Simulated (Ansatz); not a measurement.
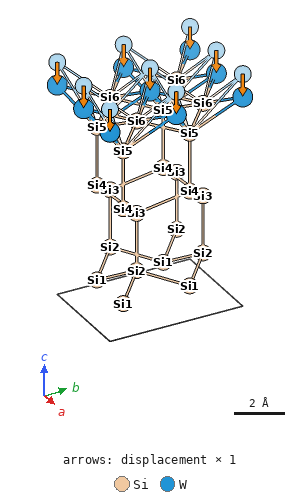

A constrained relaxation of a slab of composition Si$_{6}$W (cut from the P6_3/mmc phase). The starting structure is drawn faded, the final one solid; orange arrows show the displacements, at their true length.

The picture is a ball-and-stick view of the 2 × 2 repeat of the cell, outlined in the plane, without the vacuum, seen slightly off an axis.

Case: W over the place (4/6, 2/6) of the surface cell, its height relaxed. The slab is the (0 0 1) face of Si with W on it. 6 atoms are held fixed.

Computed with Ansatz 0.2.0, DFT PBEsol, scalar-relativistic, plane waves, PAW.

The input:
```yaml
crystal:
  lattice:
    - [3.8248883545, 0.0, 0.0]
    - [-1.9124441773, 3.3124504817, 0.0]
    - [0.0, 0.0, 26.1211317213]
  atoms:
    - { symbol: Si, position: [0.6666666667, 0.3333333333, 0.325407034] }
    - { symbol: Si, position: [0.3333333333, 0.6666666667, 0.3559122531] }
    - { symbol: Si, position: [0.3333333333, 0.6666666667, 0.44646421] }
    - { symbol: Si, position: [0.6666666667, 0.3333333333, 0.4756407863] }
    - { symbol: Si, position: [0.6666666667, 0.3333333333, 0.5672640819] }
    - { symbol: Si, position: [0.3333333333, 0.6666666667, 0.592936641] }
    - { symbol: W, position: [1.0, 1.0, 0.6549553933], spin: 4.0 }
basis:
  ecutwfc: 420
kpoints:
  mp_grid: { grid: [9, 9, 1] }
hamiltonian:
  xc: pbesol
scf:
  occupations: { method: gaussian, width: 0.05 }
output:
  forces: true
  eigenvalues: true
  populations: true
  write_density: true
  write_potential: true
  elf: true
  volumetric_format: npy
magnetization:
  spin_polarized: true
relax:
  adjacent_minimum: "off"
  f_tol: 0.02
  max_steps: 25
  constraints: [{ sites: [0, 1, 2, 3, 4, 5] }, { site: 6, fix: xy }]
efield:
  axis: 3
  dipole_correction: true
  ramp_width: 0.04
```

Launched with:
```bash
ansatz run input.yaml --threads 1 --pin off --max-ram 2560MiB --backend cpu --events-out ev --progress --plain --runs-dir out
```

Atoms of which element are displaced furthest, and by how much?

Tungsten: up to 0.95 Å, against 0.00 Å for silicon.

Describe the change and its energy.

After 7 geometry steps the energy has fallen by 1.960 eV per cell of the calculation. The largest force component goes from 3.3 to 0.0038 eV/Å. The atom that moves furthest is W7 (0.95 Å along the normal (−c)). Si stays in place. The cell stays as it was. Some distances before and after: Si5–W7 3.182 → 2.585 Å, Si6–W7 2.739 → 2.308 Å. Bond angles that change, for instance: Si5–W7–Si6 97.7° → 131.8°, W7–Si6–W7 88.6° → 111.9°, Si6–W7–Si6 88.6° → 111.9°. The program noted that the starting moments weren't kept. The run may lie on a higher electronic state than the lowest, so the end point isn't shown to be the ground-state structure.

Limits of the set-up: the periodic images lie only 3.8 Å apart, so the values are limited by the cell's size.
